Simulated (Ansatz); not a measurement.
## Al$_{2}$O$_{3}$: geometry relaxation (part 1 of 2)

- system: Al$_{2}$O$_{3}$ (R-3c, 10 atoms in the cell)
- method: DFT PBE, scalar-relativistic, plane waves, PAW, no spin polarisation (Ansatz 0.2.0)

The structure derives from an entry of the Crystallography Open Database. Figures and captions count atoms from 1; the log counts them from 0 in places.

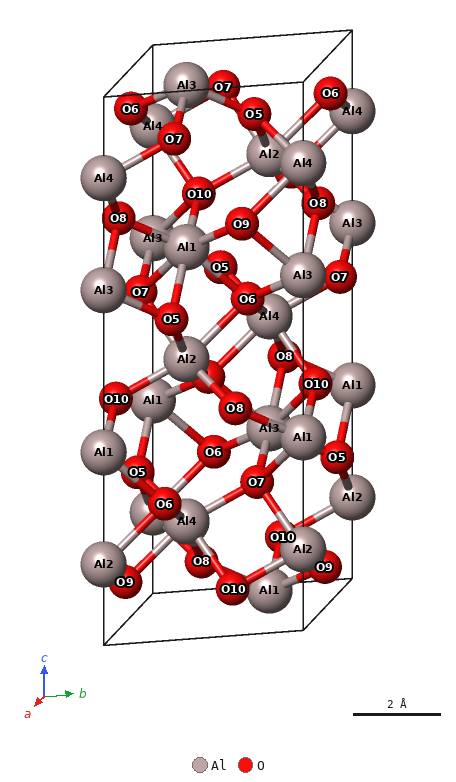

Fig. 1: The starting structure (ball-and-stick view of the cell 3 times as large as that of the calculation, set on its symmetry axes, seen slightly off an axis; atoms are numbered from 1 in the order of the input).

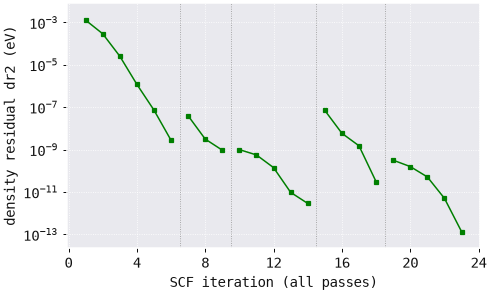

Fig. 2: Convergence of the self-consistent field: density residual dr2 against the SCF iteration. The dotted lines part the SCF passes of the relaxation: geometry steps, rejected trials and re-solves on a re-selected basis. The 5 passes take 3 to 6 iterations each, 23 in all.

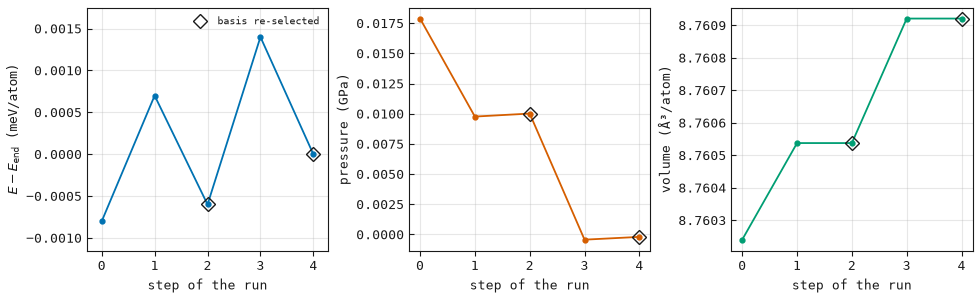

Fig. 3: Progress of the relaxation, step by step (the first geometry is step 0 here and step 1 in the log). After 2 geometry steps the energy has risen by next to nothing (0.0 meV per atom). The largest force component goes from 0.00059 to 0.00031 eV/Å. Pressure: 0.02 GPa at the start and 0.00 GPa at the end. The basis was re-selected once at an unchanged geometry, which shifts the energy a little without any move. The atoms keep their places (all moves are under 0.005 Å). The cell doesn't change. The space group stays R-3c (No. 167). The energy change given includes the shifts at the re-selections in mid-walk, which come without any move. A last SCF at the same geometry on a re-selected plane-wave basis shifts the energy by next to nothing (0.0 meV per atom).

The input that produced these results follows, with the program's output.

## The input
```yaml
crystal:
  lattice:
    - [2.4043547054, 1.3881548364, 4.3744984103]
    - [-2.4043547054, 1.3881548364, 4.3744984103]
    - [0.0, -2.7763096728, 4.3744984103]
  atoms:
    - { symbol: Al, position: [0.3521453523, 0.3521453523, 0.3521453523] }
    - { symbol: Al, position: [0.1478546477, 0.1478546477, 0.1478546477] }
    - { symbol: Al, position: [0.6478546477, 0.6478546477, 0.6478546477] }
    - { symbol: Al, position: [0.8521453523, 0.8521453523, 0.8521453523] }
    - { symbol: O, position: [0.5561715154, 0.9438284846, 0.25] }
    - { symbol: O, position: [0.25, 0.5561715154, 0.9438284846] }
    - { symbol: O, position: [0.9438284846, 0.25, 0.5561715154] }
    - { symbol: O, position: [0.4438284846, 0.0561715154, 0.75] }
    - { symbol: O, position: [0.75, 0.4438284846, 0.0561715154] }
    - { symbol: O, position: [0.0561715154, 0.75, 0.4438284846] }
basis:
  ecutwfc: 420
kpoints:
  mp_grid: { grid: [6, 6, 6] }
hamiltonian:
  xc: pbe
scf:
  occupations: { method: fixed }
output:
  forces: true
  stress: true
  eigenvalues: true
relax:
  adjacent_minimum: "off"
  f_tol: 0.001
  max_steps: 60
  cell: { stress_tol: 0.01 }
```

Launch command:
```bash
ansatz run input.yaml --threads 2 --pin off --max-ram 5120MiB --backend cpu --events-out ev --progress --plain --runs-dir out
```

## Output
```
Engine: ansatz 0.2.0, aarch64-unknown-linux-gnu
Pseudopotentials: kind: paw
Pseudopotential: Al, paw, valence charge 3, recommended cutoff 420 eV (normal), Al.paw.azcp
Pseudopotential: O, paw, valence charge 6, recommended cutoff 420 eV (normal), O.paw.azcp
Functional definition: PBE
  parameter kappa = 0.804
  parameter beta = 0.06672455060314922
  exchange = pbe_x(kappa = kappa, mu = beta*pi^2/3)
  correlation = pbe_c(beta = beta)
Crystal: 10 atoms, lattice volume = 87.602 Å³
Basis set: ecut = 420 eV, 1707 PW (Γ), exchange–correlation on 72×72×72 points (8 copies of the dense FFT grid, shifted against one another)
Bands: 34, of which v1, the nominal top of the filled ones, is band 24 counted from 1 (23 counted from 0)
Symmetry: 12 space group operations
Space group: R-3c (ITA 167), of the structure as read, at distance tolerance 4.4e-5 Å
k-points: 32 of 216
Non-local potential: Al, projectors of the file, l = 0: 2, l = 1: 2, l = 2: 1
Non-local potential: O, projectors of the file, l = 0: 2, l = 1: 2, l = 2: 1
PAW form: soft (Blöchl's): semilocal exchange-correlation on the pseudo side does not see the compensation charge
PAW one-centre angular grid: Al, 110 points (default); XC on 64 Gauss nodes
PAW one-centre angular grid: O, 110 points (default); XC on 64 Gauss nodes
Initial density: superposition of atomic densities (neutral atoms: chi_scale 0, normalization atom), corrected by the library's trained network
Initial wavefunctions: pseudopotential atomic-orbital guess
Functional: x = pbe(κ = 0.804, μ = 0.2195149727645171), c = pbe(β = 0.06672455060314922)
SCF iter   1: F=—  HF=-5569.606537 eV  |F-HF|=—  |Δ(HF+E_count)|=         —  Δρ=1.67e-3  dr2=1.28e-3  ethr=1.77e-3  ⟨swp⟩=5.1  Hψ=4334  notcnv=0  defer=226
preconditioner: auto → Resta (q_TF=auto, 2.468 Å⁻¹)  ε∞=3.5  [insulator: Δε(μ)=5.842 eV  Ē_g=17.256 eV  n_scr=20 (ndim 8)  ℏωp=27.5 eV  f_vac=0.000  ε∞_Penn≈3.5]
SCF iter   2: F=—  HF=-5569.608198 eV  |F-HF|=—  |Δ(HF+E_count)|=   1.66e-3  Δρ=8.65e-4  dr2=2.92e-4  ethr=2.66e-6  ⟨swp⟩=2.3  Hψ=2186  notcnv=0  defer=256
SCF iter   3: F=—  HF=-5569.608804 eV  |F-HF|=—  |Δ(HF+E_count)|=   6.06e-4  Δρ=2.19e-4  dr2=2.56e-5  ethr=6.08e-7  ⟨swp⟩=2.0  Hψ=1597  notcnv=0  defer=256
SCF iter   4: F=—  HF=-5569.608866 eV  |F-HF|=—  |Δ(HF+E_count)|=   6.26e-5  Δρ=4.98e-5  dr2=1.20e-6  ethr=5.34e-8  ⟨swp⟩=2.0  Hψ=1530  notcnv=0  defer=220
iter 5 did not close the SCF: its close was put off for the readings that it lacked (scf_convergence_deferred on its scf_iter line)
SCF iter   5: F=-5569.608867 eV  HF=-5569.608868 eV  |F-HF|=4.35e-8  |Δ(HF+E_count)|=   1.11e-6  Δρ=1.29e-5  dr2=7.33e-8  ethr=2.50e-9  ⟨swp⟩=2.0  Hψ=1717  notcnv=0  defer=235
SCF iter   6: F=-5569.608867 eV  HF=-5569.608867 eV  |F-HF|=1.43e-9  |Δ(HF+E_count)|=   1.35e-8  Δρ=2.32e-6  dr2=2.75e-9  ethr=1.53e-10  ⟨swp⟩=11.5  Hψ=6670  notcnv=0
SCF 1 converged in 6 iterations: F = -5569.608867 eV  dr2 = 2.75e-9
  greatest PAW one-centre occupation: 0.858 electrons in one spin orbital (limit 2), on the O atom at site 9 (counted from 0), in its partial waves of l = 0
relax step   1: F+E_penalty+E_count = -5569.60886750 eV  Δ(F+E_penalty+E_count) = +0.000e0 eV  max|allowed force component| = 5.855e-4 eV/Å  Δτ_max = 0.0000 Å  P = +0.018 GPa  Ω = 87.602 Å³  (6 SCF iters, dr2 threshold 1.00e-7 eV, accepted)
Crystal: 10 atoms, lattice volume = 87.605 Å³
Initial density: handed on by an earlier stage of this run
Initial wavefunctions: those handed on with the density
iter 1 solved again at ethr=8.26e-11 eV; its pass at ethr=3.10e-3 eV (dr2=3.96e-8 eV) is discarded
SCF iter   1: F=—  HF=-5569.608819 eV  |F-HF|=—  |Δ(HF+E_count)|=         —  Δρ=7.45e-6  dr2=3.94e-8  ethr=8.26e-11  ⟨swp⟩=2.2  Hψ=3893  notcnv=0
preconditioner: auto → Resta (q_TF=auto, 2.468 Å⁻¹)  ε∞=3.5  [insulator: Δε(μ)=5.850 eV  Ē_g=17.233 eV  n_scr=20 (ndim 8)  ℏωp=27.5 eV  f_vac=0.000  ε∞_Penn≈3.5]
SCF iter   2: F=—  HF=-5569.608852 eV  |F-HF|=—  |Δ(HF+E_count)|=   3.29e-5  Δρ=2.09e-6  dr2=3.14e-9  ethr=8.21e-11  ⟨swp⟩=2.0  Hψ=1725  notcnv=0
SCF iter   3: F=-5569.608852 eV  HF=-5569.608852 eV  |F-HF|=1.76e-10  |Δ(HF+E_count)|=  5.41e-10  Δρ=1.06e-6  dr2=9.38e-10  ethr=2.21e-12  ⟨swp⟩=5.0  Hψ=4100  notcnv=0
SCF 2 converged in 3 iterations: F = -5569.608852 eV  dr2 = 9.38e-10
  greatest PAW one-centre occupation: 0.858 electrons in one spin orbital (limit 2), on the O atom at site 8 (counted from 0), in its partial waves of l = 0
relax step   2: F+E_penalty+E_count = -5569.60885172 eV  Δ(F+E_penalty+E_count) = +1.578e-5 eV  max|allowed force component| = 5.448e-4 eV/Å  Δτ_max = 0.0000 Å  P = +0.010 GPa  Ω = 87.605 Å³  energy of the carried Pulay correction = -1.606e-5 eV  (3 SCF iters, dr2 threshold 1.06e-9 eV, accepted)
Initial wavefunctions: pseudopotential atomic-orbital guess (no wavefunctions were taken with the density)
iter 1 solved again at ethr=2.24e-8 eV; its pass at ethr=3.10e-3 eV (dr2=1.07e-5 eV) is discarded
SCF iter   1: F=—  HF=-5569.608833 eV  |F-HF|=—  |Δ(HF+E_count)|=         —  Δρ=1.27e-6  dr2=9.96e-10  ethr=2.24e-8  ⟨swp⟩=3.0  Hψ=7204  notcnv=0  defer=250
preconditioner: auto → Resta (q_TF=auto, 2.468 Å⁻¹)  ε∞=3.5  [insulator: Δε(μ)=5.850 eV  Ē_g=17.262 eV  n_scr=20 (ndim 8)  ℏωp=27.5 eV  f_vac=0.000  ε∞_Penn≈3.5]
SCF iter   2: F=—  HF=-5569.608865 eV  |F-HF|=—  |Δ(HF+E_count)|=   3.20e-5  Δρ=9.21e-7  dr2=5.59e-10  ethr=2.07e-12  ⟨swp⟩=3.0  Hψ=2292  notcnv=0  defer=238
SCF iter   3: F=—  HF=-5569.608865 eV  |F-HF|=—  |Δ(HF+E_count)|=  8.19e-12  Δρ=3.68e-7  dr2=1.41e-10  ethr=1.16e-12  ⟨swp⟩=2.9  Hψ=1721  notcnv=0  defer=238
SCF iter   4: F=—  HF=-5569.608865 eV  |F-HF|=—  |Δ(HF+E_count)|=  1.00e-11  Δρ=1.58e-7  dr2=9.61e-12  ethr=1.00e-12  ⟨swp⟩=1.6  Hψ=1280  notcnv=0  defer=238
SCF iter   5: F=-5569.608865 eV  HF=-5569.608865 eV  |F-HF|=9.09e-13  |Δ(HF+E_count)|=  7.28e-12  Δρ=6.97e-8  dr2=2.88e-12  ethr=1.00e-12  ⟨swp⟩=14.6  Hψ=7248  notcnv=0
SCF 3 converged in 5 iterations: F = -5569.608865 eV  dr2 = 2.88e-12
relax step   3: F+E_penalty+E_count = -5569.60886547 eV  Δ(F+E_penalty+E_count) = -1.375e-5 eV  max|allowed force component| = 5.301e-4 eV/Å  Δτ_max = 0.0000 Å  P = +0.010 GPa  Ω = 87.605 Å³  stress off target by 1.01e-2 GPa  SCF on the basis re-selected at this cell (its energy is not comparable with the rows above)  (5 SCF iters)
basis re-selected at this cell: Δ(F+E_penalty+E_count) = -1.375e-5 eV, ΔP = +0.000 GPa vs the last step (what re-selecting the basis moved, of the pressure what is left beyond the Pulay correction that the steps carried, after the strain that the cell walked since its last selection, with what the two solves' SCF thresholds leave and, on support functions, any second-order correction that the steps lacked; it is no measure of the basis error at this ecutwfc). This SCF's stress stands 1.01e-2 GPa from its target on what of the cell is left free (relax.cell.stress_tol is 1.00e-2 GPa) and its largest allowed force component is 5.30e-4 eV/Å (relax.f_tol is 1.00e-3 eV/Å): not within both, so this SCF does not close the relaxation
Crystal: 10 atoms, lattice volume = 87.609 Å³
iter 1 solved again at ethr=1.51e-10 eV; its pass at ethr=3.10e-3 eV (dr2=7.26e-8 eV) is discarded
SCF iter   1: F=—  HF=-5569.608812 eV  |F-HF|=—  |Δ(HF+E_count)|=         —  Δρ=9.49e-6  dr2=7.04e-8  ethr=1.51e-10  ⟨swp⟩=2.5  Hψ=4048  notcnv=0
SCF iter   2: F=—  HF=-5569.608845 eV  |F-HF|=—  |Δ(HF+E_count)|=   3.28e-5  Δρ=2.56e-6  dr2=5.88e-9  ethr=1.47e-10  ⟨swp⟩=2.1  Hψ=1562  notcnv=0
SCF iter   3: F=—  HF=-5569.608845 eV  |F-HF|=—  |Δ(HF+E_count)|=   1.57e-9  Δρ=1.22e-6  dr2=1.51e-9  ethr=1.23e-11  ⟨swp⟩=2.0  Hψ=1541  notcnv=0
SCF iter   4: F=-5569.608845 eV  HF=-5569.608845 eV  |F-HF|=2.46e-11  |Δ(HF+E_count)|=  1.90e-10  Δρ=2.02e-7  dr2=3.06e-11  ethr=1.00e-12  ⟨swp⟩=4.0  Hψ=4395  notcnv=0
SCF 4 converged in 4 iterations: F = -5569.608845 eV  dr2 = 3.06e-11
relax step   4: F+E_penalty+E_count = -5569.60884522 eV  Δ(F+E_penalty+E_count) = +2.025e-5 eV  max|allowed force component| = 3.120e-4 eV/Å  Δτ_max = 0.0000 Å  P = -0.000 GPa  Ω = 87.609 Å³  energy of the carried Pulay correction = -2.039e-5 eV  (4 SCF iters, dr2 threshold 2.57e-10 eV, accepted)
iter 1 solved again at ethr=2.27e-8 eV; its pass at ethr=3.10e-3 eV (dr2=1.09e-5 eV) is discarded
```
